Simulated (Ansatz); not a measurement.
Single-point calculation, with input and output: MgO2

- system: MgO2 (R-3m, 3 atoms in the cell)
- method: DFT r2SCAN, scalar-relativistic, plane waves, PAW, no spin polarisation (Ansatz 0.2.0)

The structure derives from a Materials Project entry. It belongs to a series of runs on one base structure; here: strain -0.040 along x and y, +0.080 along z, atoms carried along. Figures and captions count atoms from 1; the log counts them from 0 in places.

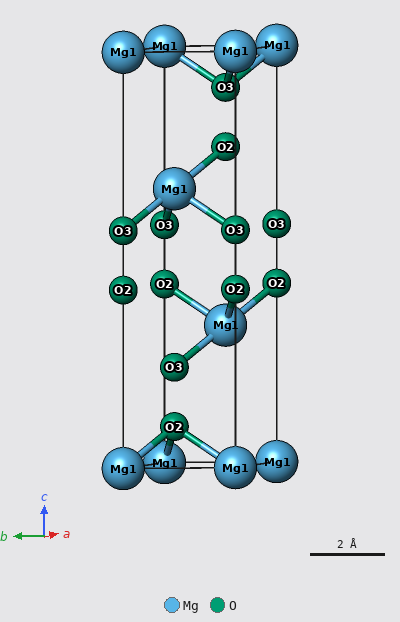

**Figure 1.** The structure as given in the input (ball-and-stick view of the cell 3 times as large as that of the calculation, set on its symmetry axes, seen at an oblique angle; atoms are numbered from 1 in the order of the input). An atom can appear more than once, as a periodic image.

Results in brief

```csv
quantity,value
outcome,converged
space group (tolerance 0.01 Å),R-3m (166)
electrons treated,22
free energy,−3063.3409 eV
Fermi energy,6.099 eV
gap on the k-point mesh,1.26 eV
pressure,−9.14 GPa
largest force (length of the vector),1.848 eV/Å
hardware,"1 thread of Intel Xeon (Sapphire Rapids), 32 GiB of memory available, shared host"
wall time,14 s
peak memory,0.56 GiB
```

Input file
```yaml
crystal:
  lattice:
    - [1.5405705754, 0.8894488364, 3.7734971849]
    - [-1.5405705754, 0.8894488364, 3.7734971849]
    - [0.0, -1.7788976728, 3.7734971849]
  atoms:
    - { symbol: Mg, position: [0.0, 0.0, 0.0] }
    - { symbol: O, position: [0.428786, 0.428786, 0.428786] }
    - { symbol: O, position: [0.571214, 0.571214, 0.571214] }
basis:
  ecutwfc: 500
kpoints:
  mp_grid: { grid: [12, 12, 12] }
hamiltonian:
  xc: r2scan
scf:
  occupations: { method: gaussian, width: 0.05 }
output:
  forces: true
  stress: true
  eigenvalues: true
  write_density: true
  write_potential: true
  elf: true
  volumetric_format: npy
```

Launched with:
```bash
ansatz run input.yaml --threads 1 --pin off --max-ram 2560MiB --backend cpu --events-out ev --progress --plain --runs-dir out
```

Output
```
Engine: ansatz 0.2.0, x86_64-unknown-linux-gnu
Pseudopotentials: kind: paw
Pseudopotential: Mg, paw, valence charge 10, recommended cutoff 500 eV (meta_gga), Mg.paw.azcp
Pseudopotential: O, paw, valence charge 6, recommended cutoff 500 eV (meta_gga), O.paw.azcp
Functional definition: r2SCAN
  parameter k0 = 0.174
  parameter k1 = 0.065
  parameter a1 = 4.9479
  exchange = r2scan_x(k0 = k0, k1 = k1, a1 = a1)
  correlation = r2scan_c
Crystal: 3 atoms, lattice volume = 31.024 Å³
Basis set: ecut = 500 eV, 799 PW (Γ), exchange–correlation on 128×128×128 points (64 copies of the dense FFT grid, shifted against one another)
Bands: 15, of which v1, the nominal top of the filled ones, is band 11 counted from 1 (10 counted from 0)
Symmetry: 12 space group operations
Space group: R-3m (ITA 166), of the structure as read, at distance tolerance 3.1e-5 Å
k-points: 189 of 1728
Non-local potential: Mg, projectors of the file, l = 0: 3, l = 1: 2, l = 2: 1
Non-local potential: O, projectors of the file, l = 0: 2, l = 1: 2, l = 2: 1
PAW form: soft (Blöchl's): semilocal exchange-correlation on the pseudo side does not see the compensation charge
PAW frozen core: Mg, regenerated for the run's functional (the file was generated under x = pbe(κ = 0.804, μ = 0.2195149727645171), c = pbe(β = 0.06672455060314922))
PAW frozen core: O, regenerated for the run's functional (the file was generated under x = pbe(κ = 0.804, μ = 0.2195149727645171), c = pbe(β = 0.06672455060314922))
PAW one-centre angular grid: Mg, 302 points (default); XC on 224 Gauss nodes
PAW one-centre angular grid: O, 302 points (default); XC on 160 Gauss nodes
Initial density: superposition of atomic densities (neutral atoms: chi_scale 0, normalization atom), corrected by the library's trained network
Initial wavefunctions: pseudopotential atomic-orbital guess
Functional: x = r2scan, c = r2scan; τ floored in thin density (d = 2e-4 eV/Å³)
SCF iter   1: F=—  HF=-3063.268175 eV  |F-HF|=—  |Δ(HF+E_count)|=         —  Δρ=1.26e-2  dr2=1.58e-2  dr2_τ=1.11e-1  ethr=1.77e-3  ⟨swp⟩=5.5  Hψ=15531  notcnv=0
preconditioner: auto → none  [insulator: Δε(μ)=1.233 eV  Ē_g=17.366 eV  σ=0.050 eV  W_gap=1.00  n_scr=8 (ndim 8)  ℏωp=24.9 eV  f_vac=0.033  D(μ)=0.00/eV (n_scr^D=0)  ε∞_Penn≈3.1]
SCF iter   2: F=—  HF=-3063.340709 eV  |F-HF|=—  |Δ(HF+E_count)|=   7.25e-2  Δρ=6.08e-3  dr2=3.65e-3  dr2_τ=2.82e-4  ethr=7.17e-5  ⟨swp⟩=2.1  Hψ=7016  notcnv=0
SCF iter   3: F=—  HF=-3063.340938 eV  |F-HF|=—  |Δ(HF+E_count)|=   2.29e-4  Δρ=8.58e-4  dr2=1.18e-4  dr2_τ=1.25e-5  ethr=1.66e-5  ⟨swp⟩=2.6  Hψ=4940  notcnv=0
SCF iter   4: F=—  HF=-3063.340925 eV  |F-HF|=—  |Δ(HF+E_count)|=   1.28e-5  Δρ=3.50e-4  dr2=2.59e-5  dr2_τ=5.03e-6  ethr=5.38e-7  ⟨swp⟩=2.0  Hψ=4050  notcnv=0
SCF iter   5: F=—  HF=-3063.340919 eV  |F-HF|=—  |Δ(HF+E_count)|=   5.86e-6  Δρ=7.39e-5  dr2=4.77e-7  dr2_τ=9.37e-8  ethr=1.18e-7  ⟨swp⟩=2.0  Hψ=3839  notcnv=0
SCF iter   6: F=-3063.340920 eV  HF=-3063.340920 eV  |F-HF|=3.57e-9  |Δ(HF+E_count)|=   4.14e-7  Δρ=1.50e-5  dr2=2.63e-8  dr2_τ=4.48e-9  ethr=4.55e-10  ⟨swp⟩=9.2  Hψ=20869  notcnv=0
SCF 1 converged in 6 iterations: F = -3063.340920 eV  dr2 = 2.63e-8
  greatest PAW one-centre occupation: 1.000 electrons in one spin orbital (limit 2), on the Mg atom at site 0 (counted from 0), in its partial waves of l = 0
```

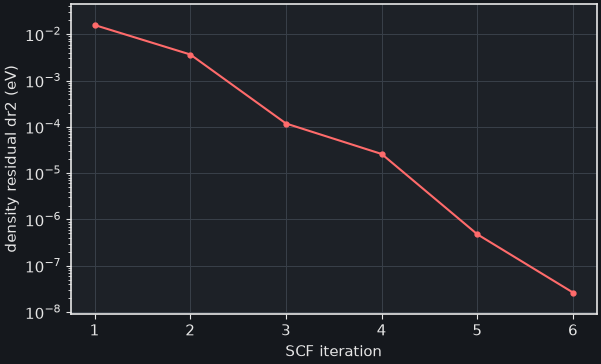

**Figure 2.** Convergence of the self-consistent field: density residual dr2 against the SCF iteration. The residual falls at every step.

```
SCF converged after 6 iterations
Free energy (F): -3063.340920 eV
Harris-Foulkes:  -3063.340920 eV  (|F-HF|=3.57e-9)
Internal energy: -3063.340920 eV  (E = F + TS)
E sigma→0 (E₀):  -3063.340920 eV
Fermi energy:    6.099177 eV
--- Per-component energies (eV) ---
  E_band       = -380.911391
  E_kinetic    = 424.728667
  E_local      = -2134.285301  (includes V_loc(G=0)·N_el)
  E_nonlocal   = 190.795743
  E_hartree    = 743.314704
  E_xc         = -173.300799
  E_vxc        = -250.461199  (∫ρ·V_xc dr)
  E_paw        = -614.717404  (= ΣΔE_a)
  E_vpaw       = -114.890901  (= ΣTr[D̂ρ^β])
  E_aug_tail   = 0.001988  (compensation charges beyond the density's cutoff)
  E_vtau       = 16.569705  (kinetic-family band-sum trace: ∫τ·v_τ [+ j·A + Jᵃ·Aᵃ] dr)
  E_ewald      = -1499.788428
  E_core_change = -0.090090  (= ΣΔE_core)
  E_smearing   = -0.000000  (= −TS)
  E_closure    = 0.000000  (closes the sum)
  Σ components = -3063.340920   (vs F -3063.340920, Δ=0.00e0)
--- Forces (eV/Å), atoms counted from 1 ---
  atom   1  Mg     0.00000000     0.00000000    -0.00000000
  atom   2  O      0.00000000    -0.00000000     1.84808072
  atom   3  O      0.00000000     0.00000000    -1.84808072
  max |Σ_I F_I| component: 4.93e-32 eV/Å
--- Stress (GPa, compression-positive) ---
        6.077673       0.000000      -0.000000
        0.000000       6.077673       0.000000
       -0.000000       0.000000     -39.564065
  P = ⅓ Tr σ = -9.1362 GPa (-91.362 kbar)
--- Band table (eV; the first three rows and the last of 189) ---
  k-point 0: bands = ["-70.2828", "-35.3964", "-35.3964", "-35.3620", "-15.5405", "-10.5049", "-1.4984", "3.0678", "3.0678", "4.8208", "4.8208", "9.7026", "11.9555", "18.1431", "19.7278"]
  k-point 1: bands = ["-70.2826", "-35.3997", "-35.3971", "-35.3614", "-15.4987", "-10.5104", "-1.4408", "2.8350", "3.0357", "4.7281", "4.7896", "9.6620", "12.2746", "18.2303", "19.8207"]
  k-point 2: bands = ["-70.2819", "-35.4088", "-35.3990", "-35.3597", "-15.3820", "-10.5262", "-1.2817", "2.2460", "2.9495", "4.5000", "4.7053", "9.5481", "13.0892", "18.4472", "20.0024"]
  k-point 188: bands = ["-70.2828", "-35.3964", "-35.3964", "-35.3643", "-14.9782", "-11.8261", "1.0478", "2.6073", "2.6073", "5.4681", "5.4681", "6.7289", "12.7167", "15.7556", "22.6315"]
```

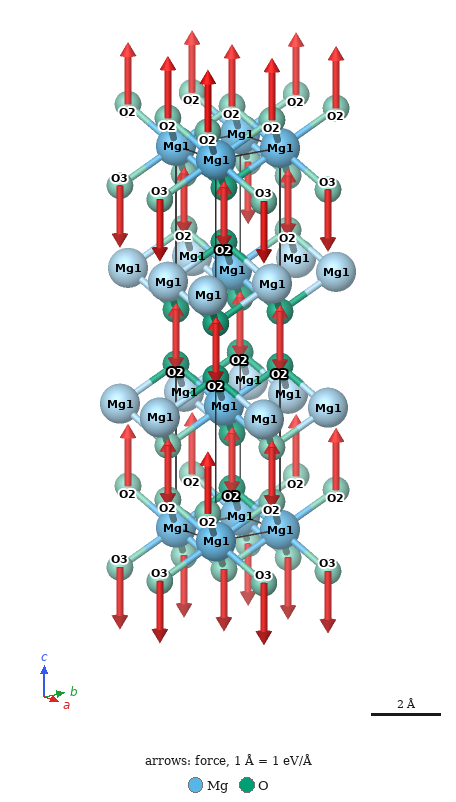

**Figure 3.** Forces on the atoms as red arrows (ball-and-stick view of the cell 3 times as large as that of the calculation, set on its symmetry axes, seen slightly off an axis; neighbours outside the cell are drawn fainter; atoms are numbered from 1 in the order of the input). The largest act on O2, O3 (1.85 eV/Å). The geometry is not a stationary point of this energy.

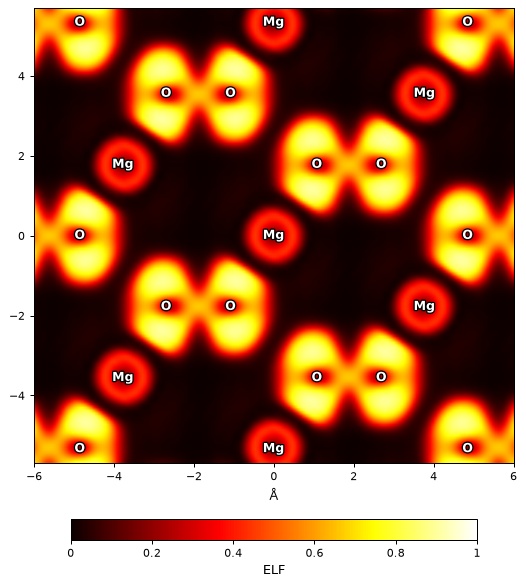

**Figure 4.** Electron localisation function on the (110) plane of the conventional cell. Mg–O (2.08 Å): the ELF is about 0.35 at the midpoint, which marks a largely ionic contact. Core electrons are frozen (PAW), so the fields are smoothed inside the atomic spheres.

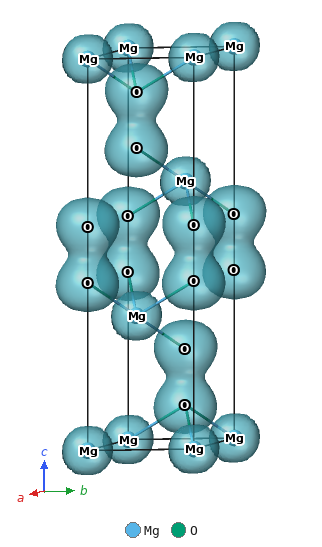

**Figure 5.** Isosurface of the valence pseudo-density at 0.5 e/Å³ (cyan), seen at an oblique angle. Sticks mark near contacts. The outline is the cell set on symmetry axes. At this value the density breaks into separate islands; it holds about 85 % of the electrons treated as valence (semicore included). It is pinched off along the Mg–O (2.08 Å) contacts. On the grid the lowest density along these lines, outside the cores, is 0.28 e/Å³ (Mg–O, 2.08 Å).
